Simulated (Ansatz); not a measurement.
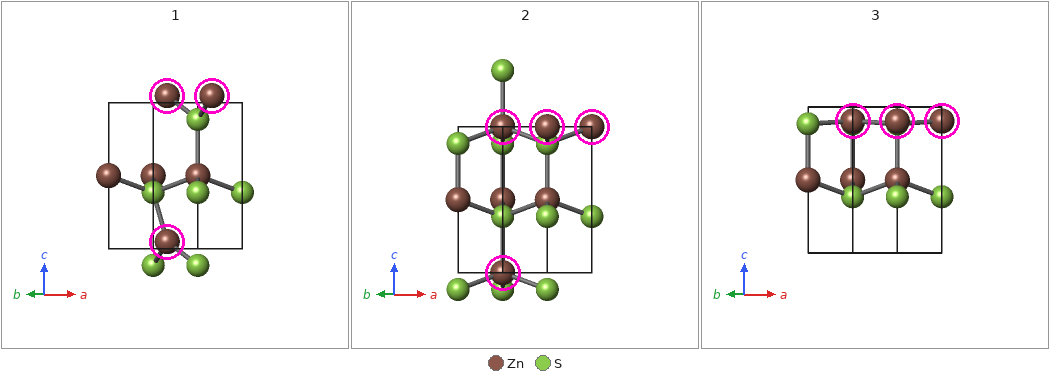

ZnS (P6_3mc, No. 186; 4 atoms in the cell). 
- Atom Zn1 is moved over a plane while all other atoms and the cell stay fixed (its periodic images move with it) (x along [1 0 0], y along [1 2 0], z along [0 0 1] of the conventional cell).
- The first coordinate is: shift of Zn1 along x; the second: shift of Zn1 along z.
- The scan uses a 5 × 5 grid; 15 points were computed and 10 follow by symmetry.
- All energies are given in eV per cell relative to the lowest grid point.
- The reference cell is the one listed in the database, not relaxed at this level.
- Method: Ansatz, DFT r2SCAN, scalar-relativistic, plane waves, PAW. Settings: cutoff 500 eV, k-mesh 6×6×4 in the order of the run's cell vectors, gaussian smearing 0.05 eV, no spin polarisation.

The numbered pictures are structures from this grid. Rings mark the moved atoms.

> Which is the most stable, and how do the others follow?

2, at shift of Zn1 along x = 0.0 Å, shift of Zn1 along z = 0.0 Å: 0.00 eV; 3, at shift of Zn1 along x = 0.0 Å, shift of Zn1 along z = −0.6 Å: 0.61 eV; 1, at shift of Zn1 along x = 0.6 Å, shift of Zn1 along z = 0.3 Å: 0.97 eV.

The map, with the structures marked:

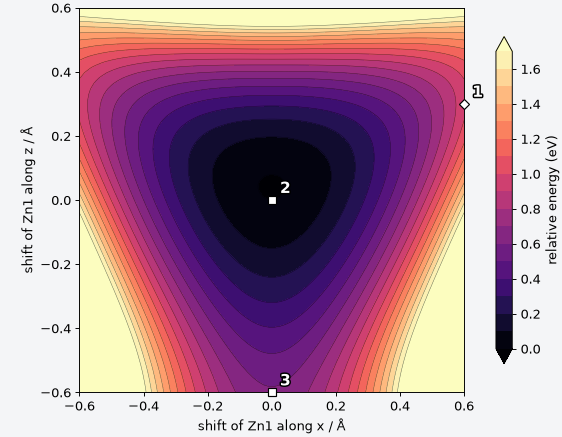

In the figure: filled contours, one colour for all values above the top of the scale. Between grid points the surface is interpolated.
